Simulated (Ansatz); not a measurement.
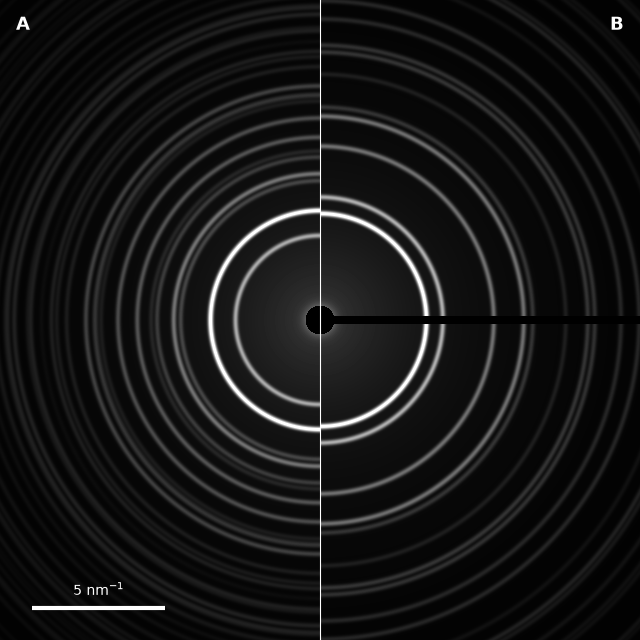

Simulated electron diffraction rings at 300 kV (λ = 0.0197 Å), scale in nm⁻¹ (radius = 1/d), for a fine-grained powder without texture. Kinematic intensities with B = 0.3 Å² for all atoms, without multiple scattering; brightness goes as intensity to the power 0.6, clipped at the top. Reflections closer than the ring width show as one ring. The left and right halves show two different samples, each scaled to its strongest ring.

Structure 1:
```
CELL_PARAMETERS angstrom
4.34051 0.00000 0.00000
0.00000 4.34051 0.00000
0.00000 0.00000 4.34051
ATOMIC_POSITIONS crystal
Se 0.00000 0.00000 0.00000
Se 0.00000 0.50000 0.50000
Se 0.50000 0.00000 0.50000
Se 0.50000 0.50000 0.00000
```

Structure 2:
```cif
data_structure
_symmetry_space_group_name_H-M 'P 1'
_symmetry_Int_Tables_number 1
_cell_length_a 3.6465
_cell_length_b 3.6465
_cell_length_c 3.8296
_cell_angle_alpha 90.000
_cell_angle_beta 90.000
_cell_angle_gamma 120.000
_cell_volume 44.10
loop_
_atom_site_label
_atom_site_type_symbol
_atom_site_fract_x
_atom_site_fract_y
_atom_site_fract_z
_atom_site_occupancy
Se1 Se 0.33333 0.66667 0.25000 1
Se2 Se 0.66667 0.33333 0.75000 1
```

Origins: 1, the input geometry of an electronic-structure calculation (not necessarily at equilibrium); the starting structure was generated, so it need not be a known form of this composition; 2, the geometry relaxed with DFT, r2SCAN, plane waves (500 eV) with PAW, scalar-relativistic (Ansatz); the starting structure was generated, so it need not be a known form of this composition.

Q: Which structure gives which half?

A: Half A is structure 2 (Se): 100 at 3.17 nm⁻¹ (d = 3.16 Å), 101 at 4.10 nm⁻¹ (d = 2.44 Å), 002 at 5.22 nm⁻¹ (d = 1.915 Å).
Half B is structure 1 (Se): 111 at 3.99 nm⁻¹ (d = 2.51 Å), 200 at 4.61 nm⁻¹ (d = 2.17 Å), 220 at 6.52 nm⁻¹ (d = 1.535 Å), 311 at 7.64 nm⁻¹ (d = 1.309 Å).
